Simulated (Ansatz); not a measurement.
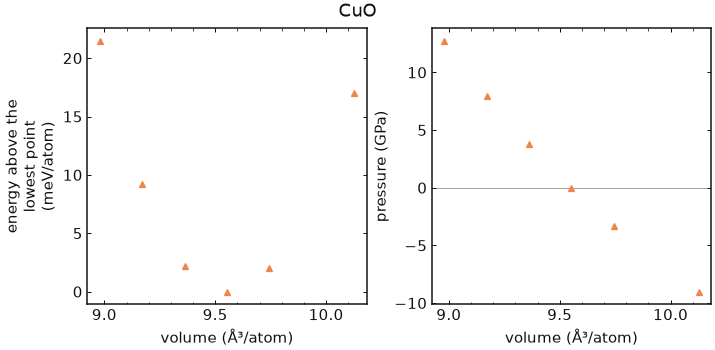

The picture above shows the energy above the lowest point and pressure against volume for CuO, space group Fm-3m (No. 225) (one of a set of cubic test structures, which need not be the stable phase).

Calculation (Ansatz 0.2.0 development build): equation of state of a cubic crystal from periodic Kohn-Sham density functional theory without spin, third-order Birch-Murnaghan fit to the free energies; pressure corrected for the finite basis. Level: PBE.

structure type rock salt; atoms in cell 2; space group number 225; lattice centring face-centred primitive; k mesh 15×15×15; occupation method Fermi–Dirac; occupation width 0.06123 eV; wave cutoff 420 eV; datasets soft-1 PAW; density tolerance 1e−07 eV; bands 17; density cutoff ratio 4; search for lower states default.

The point at volume 9.94 Å³/atom is left out of the plot. What does the calculation give there?

```json
{"volume (Å³/atom)": "9.94", "energy above the lowest point (meV/atom)": "7.8", "pressure (GPa)": "-6.3"}
```

Caveats: cubic model structure, not the ambient form; modest k-mesh, values are not fully converged in k; no spin polarisation, a magnetic state may lie lower.
